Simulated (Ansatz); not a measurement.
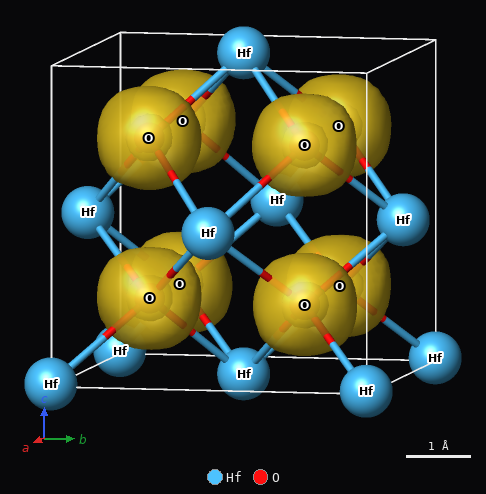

Figure 1: HfO2. Isosurface of the electron localisation function at 0.7 (yellow), seen slightly off an axis. Core shells and regions of very low density are left out. Sticks mark near contacts.

Space group P1; changed on purpose from its base cell (all atoms moved at random (sigma 0.03 A a component)); not relaxed (largest force 1.8 eV/Å).

All numbers below come from Ansatz 0.2.0, DFT PBE, scalar-relativistic, plane waves, PAW.

Core electrons are frozen (PAW), and the valence fields are smoothed inside the atomic spheres.

**Identify the bonds, lone pairs and shells in this picture.**

At this value the surface marks out eight regions wrapped around O (the valence shell of each), counted in one cell of 12 atoms. Regions shared between cells count once. Along the contacts the grid gives the following. Hf–O (2.11 Å): the ELF peaks at about 0.85 in the valence shell of O, 0.6 Å from its nucleus, and drops to about 0.20 between the two atoms (no localised pair shows between them). Hf–O (2.15 Å): the ELF peaks at about 0.85 in the valence shell of O, 0.6 Å from its nucleus, and drops to about 0.20 between the two atoms (no localised pair shows between them).

**Does the calculation make it a metal, or give it a gap?**

It is gapped, with a Kohn–Sham gap of 3.6 eV on the k-point mesh, an upper bound to the gap of this method.
